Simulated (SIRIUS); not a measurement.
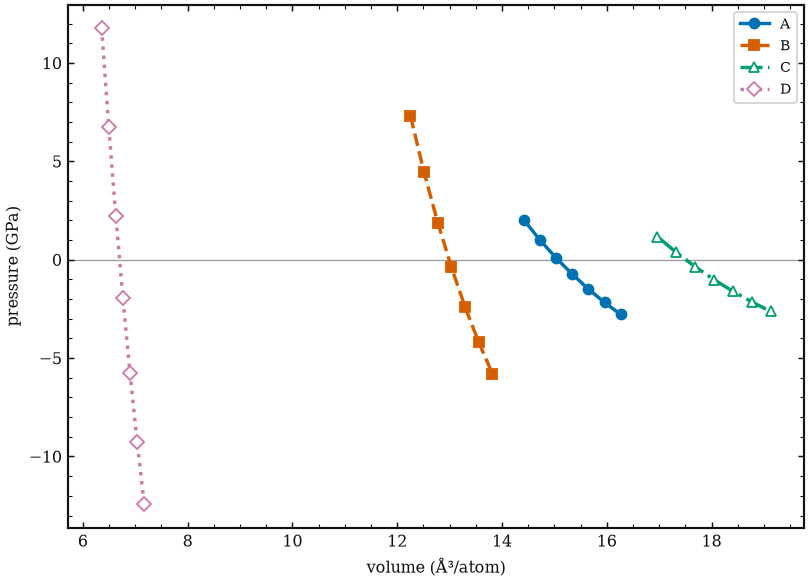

The picture above shows the pressure against volume, with one curve for each compound, for Be₂C, CdF₂, Li₂S and Li₂Se (all in space group Fm-3m (No. 225)). The labels are replaced by letters.

How it was computed, with SIRIUS 7.12.0: plane-wave DFT, no spin polarisation; energies at scaled volumes of the given cell, shape and fractions fixed, counted from the fit's minimum, third-order Birch-Murnaghan fit. Level: PBEsol.

occupations Fermi–Dirac; smearing width 0.05 eV; potentials dojo sr pbesol 0.4.1 standard.

Which letter stands for which compound?

Answer. A: Li2S; B: CdF2; C: Li2Se; D: Be2C.
